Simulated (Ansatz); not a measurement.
**Band-structure calculation of LiF**

System: LiF (2 atoms in the cell).
Method: DFT, r2SCAN, plane waves, PAW, no spin polarisation (Ansatz 0.2.0).

The structure was built on a prototype by a generator. The geometry comes from this level: r2SCAN (a point of a series of strains). It belongs to a series of runs on one base structure; here: epitaxial_111 strain +2.0%.

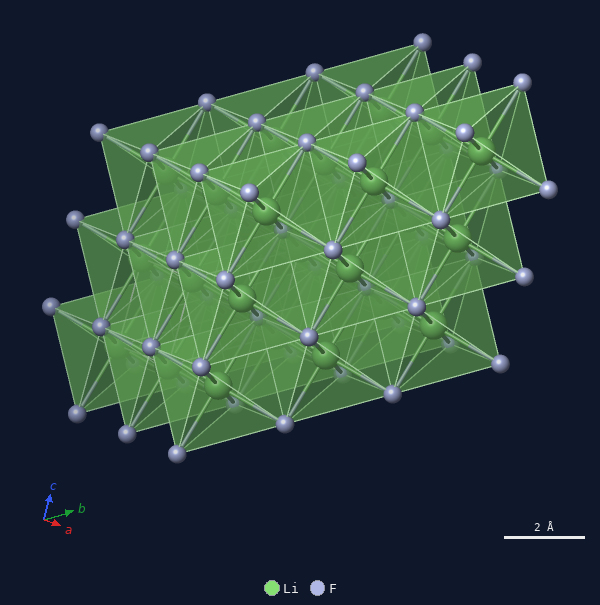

**Figure 1.** The input geometry (polyhedral view of the cell of the calculation, repeated 2 × 2 × 2, seen slightly off an axis; polyhedra are completed across the faces of the cell). An atom can appear more than once, as a periodic image.

## Input
```yaml
crystal:
  lattice:
    - [-0.0368410052, 1.9979281671, 1.9979281671]
    - [1.9979281671, -0.0368410052, 1.9979281671]
    - [1.9979281671, 1.9979281671, -0.0368410052]
  atoms:
    - { symbol: Li, position: [0.0, 0.0, 0.0] }
    - { symbol: F, position: [0.5, 0.5, 0.5] }
kpoints:
  mp_grid: { grid: [10, 10, 10] }
  band_path:
    path:
      - [0.0, 0.0, 0.0]
      - [0.5, 0.0, 0.5]
      - [0.625, 0.25, 0.625]
      - [0.375, 0.375, 0.75]
      - [0.5, 0.5, 0.5]
      - [0.5, 0.25, 0.75]
    npoints: 1
hamiltonian:
  xc: r2scan
scf:
  occupations: { method: fixed }
  n_extra_bands: 4
output:
  forces: true
  stress: true
  eigenvalues: true
  write_density: true
  write_potential: true
  elf: true
  volumetric_format: npy
```

Run on 2 threads of AMD EPYC (Zen 3), 288 GiB of memory available, shared host.

Launched with:
```bash
ansatz run input.yaml --threads 2 --pin off --max-ram 20275MiB --backend cpu --events-out ev --progress --plain --runs-dir out
```

## The program's output
```
scf.n_extra_bands = 4 over 5 filled bands (N_el = 10.0): the run solves 9 bands
Engine: ansatz 0.2.0, x86_64-unknown-linux-gnu
Pseudopotentials: kind: paw
Pseudopotential: Li, paw, valence charge 3, recommended cutoff 500 eV (meta_gga), Li.paw.azcp
Pseudopotential: F, paw, valence charge 7, recommended cutoff 500 eV (meta_gga), F.paw.azcp
Functional definition: r2SCAN
  parameter k0 = 0.174
  parameter k1 = 0.065
  parameter a1 = 4.9479
  exchange = r2scan_x(k0 = k0, k1 = k1, a1 = a1)
  correlation = r2scan_c
Crystal: 2 atoms, lattice volume = 16.391 Å³
Basis set: ecut = 500 eV, 411 PW (Γ), exchange–correlation on 96×96×96 points (64 copies of the dense FFT grid, shifted against one another)
Bands: 9, of which v1, the nominal top of the filled ones, is band 5 counted from 1 (4 counted from 0)
Symmetry: 12 space group operations
Space group: R-3m (ITA 166), of the structure as read, at distance tolerance 2.5e-5 Å
k-points: 116 of 1000
Non-local potential: Li, projectors of the file, l = 0: 3, l = 1: 2, l = 2: 1
Non-local potential: F, projectors of the file, l = 0: 2, l = 1: 2, l = 2: 1
PAW form: soft (Blöchl's): semilocal exchange-correlation on the pseudo side does not see the compensation charge
PAW frozen core: F, regenerated for the run's functional (the file was generated under x = pbe(κ = 0.804, μ = 0.2195149727645171), c = pbe(β = 0.06672455060314922))
PAW one-centre angular grid: Li, 302 points (default); XC on 327 of its mesh's 2665 points in the sphere
PAW one-centre angular grid: F, 302 points (default); XC on 160 Gauss nodes
Initial density: superposition of atomic densities (neutral atoms: chi_scale 0, normalization atom), corrected by the library's trained network
Initial wavefunctions: pseudopotential atomic-orbital guess
Functional: x = r2scan, c = r2scan; τ floored in thin density (d = 2e-4 eV/Å³)
SCF iter   1: F=—  HF=-1018.282212 eV  |F-HF|=—  |Δ(HF+E_count)|=         —  Δρ=7.57e-3  dr2=8.39e-3  dr2_τ=3.27e-2  ethr=1.77e-3  ⟨swp⟩=4.0  Hψ=6107  notcnv=0  defer=156
preconditioner: auto → none  [insulator: Δε(μ)=10.098 eV  Ē_g=24.492 eV  n_scr=0 (ndim 8)  ℏωp=25.9 eV  f_vac=0.000  ε∞_Penn≈2.1]
SCF iter   2: F=—  HF=-1018.325006 eV  |F-HF|=—  |Δ(HF+E_count)|=   4.28e-2  Δρ=4.45e-3  dr2=7.99e-4  dr2_τ=2.96e-4  ethr=8.39e-5  ⟨swp⟩=3.0  Hψ=2885  notcnv=0  defer=228
SCF iter   3: F=—  HF=-1018.324933 eV  |F-HF|=—  |Δ(HF+E_count)|=   7.30e-5  Δρ=1.49e-3  dr2=1.70e-4  dr2_τ=2.88e-5  ethr=7.99e-6  ⟨swp⟩=2.4  Hψ=1634  notcnv=0  defer=231
SCF iter   4: F=—  HF=-1018.324901 eV  |F-HF|=—  |Δ(HF+E_count)|=   3.13e-5  Δρ=6.09e-4  dr2=2.62e-5  dr2_τ=4.16e-6  ethr=1.70e-6  ⟨swp⟩=1.0  Hψ=1044  notcnv=0  defer=19
SCF iter   5: F=—  HF=-1018.324896 eV  |F-HF|=—  |Δ(HF+E_count)|=   5.07e-6  Δρ=1.27e-4  dr2=9.19e-7  dr2_τ=1.93e-7  ethr=2.62e-7  ⟨swp⟩=1.0  Hψ=1044  notcnv=0
SCF iter   6: F=-1018.324896 eV  HF=-1018.324896 eV  |F-HF|=1.56e-8  |Δ(HF+E_count)|=   2.58e-8  Δρ=1.65e-5  dr2=1.12e-8  dr2_τ=3.97e-9  ethr=1.00e-9  ⟨swp⟩=7.6  Hψ=6456  notcnv=0
SCF 1 converged in 6 iterations: F = -1018.324896 eV  dr2 = 1.12e-8
  greatest PAW one-centre occupation: 0.999 electrons in one spin orbital (limit 2), on the Li atom at site 0 (counted from 0), in its partial waves of l = 0
NSCF: frozen V_eff on 6 k-points
SCF converged after 6 iterations
Free energy (F): -1018.324896 eV
Harris-Foulkes:  -1018.324896 eV  (|F-HF|=1.56e-8)
Internal energy: -1018.324896 eV  (E = F + TS)
E sigma→0 (E₀):  -1018.324896 eV
Fermi energy:    0.439821 eV
--- Per-component energies (eV) ---
  E_band       = -128.552187
  E_kinetic    = 232.122639
  E_local      = -643.648676  (includes V_loc(G=0)·N_el)
  E_nonlocal   = 39.623007
  E_hartree    = 226.231176
  E_xc         = -91.049170
  E_vxc        = -133.232587  (∫ρ·V_xc dr)
  E_paw        = -225.034129  (= ΣΔE_a)
  E_vpaw       = -85.581567  (= ΣTr[D̂ρ^β])
  E_aug_tail   = 0.000878  (compensation charges beyond the density's cutoff)
  E_vtau       = 9.701122  (kinetic-family band-sum trace: ∫τ·v_τ [+ j·A + Jᵃ·Aᵃ] dr)
  E_ewald      = -556.539230
  E_core_change = -0.031392  (= ΣΔE_core)
  E_smearing   = -0.000000  (= −TS)
  E_closure    = -0.000000  (closes the sum)
  Σ components = -1018.324896   (vs F -1018.324896, Δ=0.00e0)
--- Forces (eV/Å), atoms counted from 1 ---
  atom   1  Li    -0.00000000    -0.00000000     0.00000000
  atom   2  F      0.00000000     0.00000000     0.00000000
  max |Σ_I F_I| component: 1.67e-29 eV/Å
--- Stress (GPa, compression-positive) ---
       -2.272883       1.136653       1.136653
        1.136653      -2.272883       1.136653
        1.136653       1.136653      -2.272883
  P = ⅓ Tr σ = -2.2729 GPa (-22.729 kbar)
--- Band table (eV; the first three rows and the last of 116) ---
  k-point 0: bands = ["-41.5732", "-20.7536", "0.2980", "0.2980", "0.4398", "10.3695", "25.6262", "25.6262", "25.7898"]
  k-point 1: bands = ["-41.5680", "-20.7170", "0.0283", "0.2776", "0.4024", "10.6685", "22.7611", "24.3860", "24.7827"]
  k-point 2: bands = ["-41.5542", "-20.6189", "-0.6490", "0.2255", "0.3347", "11.3479", "20.2753", "22.9190", "23.2625"]
  k-point 115: bands = ["-41.5130", "-20.2852", "-2.1491", "0.0306", "0.0306", "12.0677", "18.6072", "20.2513", "20.2513"]
```

## File rho_z.tsv
```
# z_ang	rho[e/angstrom^3]
# format = ansatz-planar-average/11
# lattice	-0.036841005	1.997928167	1.997928167
# lattice	1.997928167	-0.036841005	1.997928167
# lattice	1.997928167	1.997928167	-0.036841005
# sites	2
# site	3	0.000000000	0.000000000	0.000000000
# site	9	1.979507665	1.979507665	1.979507665
0.000000	5.527772e-1
0.117739	5.180055e-1
0.235478	4.305284e-1
0.353217	3.318291e-1
0.470956	2.659991e-1
0.588695	2.602197e-1
0.706434	3.223743e-1
0.824173	4.508342e-1
0.941912	6.379767e-1
1.059651	8.616485e-1
1.177391	1.079187e0
1.295130	1.237907e0
1.412869	1.295980e0
1.530608	1.237907e0
1.648347	1.079187e0
1.766086	8.616485e-1
1.883825	6.379767e-1
2.001564	4.508342e-1
2.119303	3.223743e-1
2.237042	2.602197e-1
2.354781	2.659991e-1
2.472520	3.318291e-1
2.590259	4.305284e-1
2.707998	5.180055e-1
```

## File v_z.tsv
```
# z_ang	v_es[eV]	v_tot[eV]
# format = ansatz-planar-average/11
# xc	r2scan
# density_cutoff_ev	2000
# datasets	Li=:simpson_from_first_knot:soft	F=:simpson_from_first_knot:soft:shift=0
# lattice	-0.036841005	1.997928167	1.997928167
# lattice	1.997928167	-0.036841005	1.997928167
# lattice	1.997928167	1.997928167	-0.036841005
# sites	2
# site	3	0.000000000	0.000000000	0.000000000
# site	9	1.979507665	1.979507665	1.979507665
0.000000	7.697357e-1	-6.894944e0
0.117739	9.507254e-1	-6.752005e0
0.235478	1.463591e0	-6.375508e0
0.353217	2.206085e0	-5.833910e0
0.470956	3.123187e0	-5.150343e0
0.588695	3.722789e0	-4.983195e0
0.706434	3.566482e0	-5.901415e0
0.824173	2.883194e0	-7.497320e0
0.941912	1.942562e0	-9.261743e0
1.059651	9.405893e-1	-1.093182e1
1.177391	1.393748e-1	-1.221361e1
1.295130	-3.226714e-1	-1.292449e1
1.412869	-4.689400e-1	-1.313554e1
1.530608	-3.226714e-1	-1.292449e1
1.648347	1.393748e-1	-1.221361e1
1.766086	9.405893e-1	-1.093182e1
1.883825	1.942562e0	-9.261743e0
2.001564	2.883194e0	-7.497320e0
2.119303	3.566482e0	-5.901415e0
2.237042	3.722789e0	-4.983195e0
2.354781	3.123187e0	-5.150343e0
2.472520	2.206085e0	-5.833910e0
2.590259	1.463591e0	-6.375508e0
2.707998	9.507254e-1	-6.752005e0
```

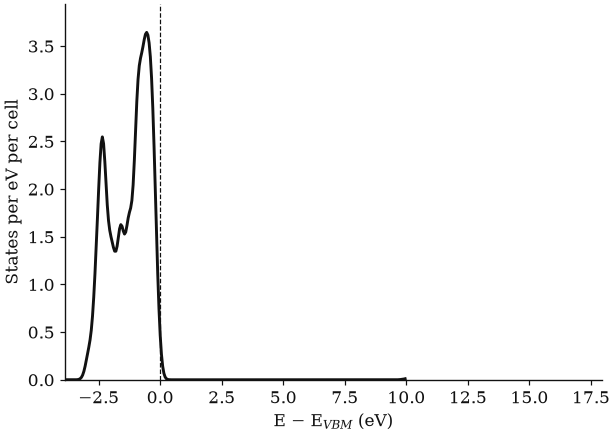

**Figure 2.** Density of states (the curve is built from the levels of the k mesh with Gaussians 0.3 eV wide, which also blur the band edges), with energies from the valence-band top. There is a gap of 9.93 eV on the k-point mesh. Small ripples come from the finite k-point mesh.

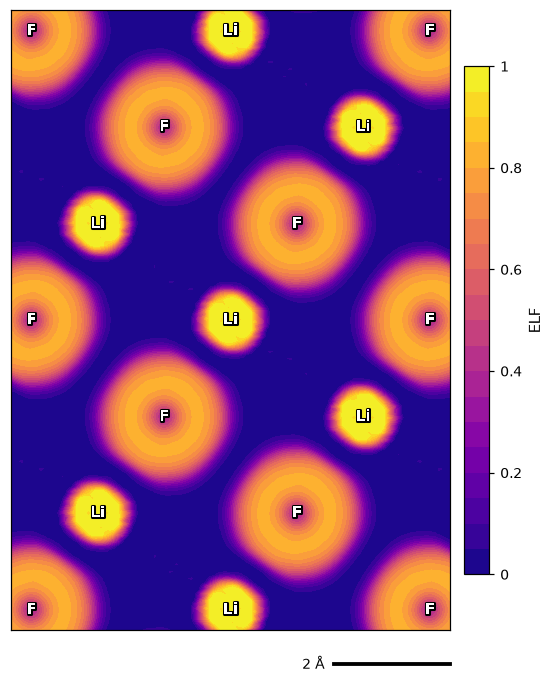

**Figure 3.** ELF on the (110) plane of the conventional cell. Atoms in the plane: Li and F. Li–F (2.02 Å): the ELF is about 0.40 at the midpoint. The strong features right at Li lie inside the PAW spheres (semicore, d or f shells) and say nothing about bonding. The fields are those of the smooth PAW valence density.

## Key numbers

| quantity | value |
| --- | --- |
| outcome | converged |
| space group (tolerance 0.01 Å) | R-3m (166) |
| electrons treated | 10 |
| free energy | −1018.3249 eV |
| Fermi energy | 0.440 eV |
| gap on the k-point mesh | 9.93 eV |
| pressure | −2.27 GPa |
| largest force (length of the vector) | under 0.001 eV/Å |
| wall time | 1.4 s (CPU time 2.5 s) |
| peak memory | 0.56 GiB |
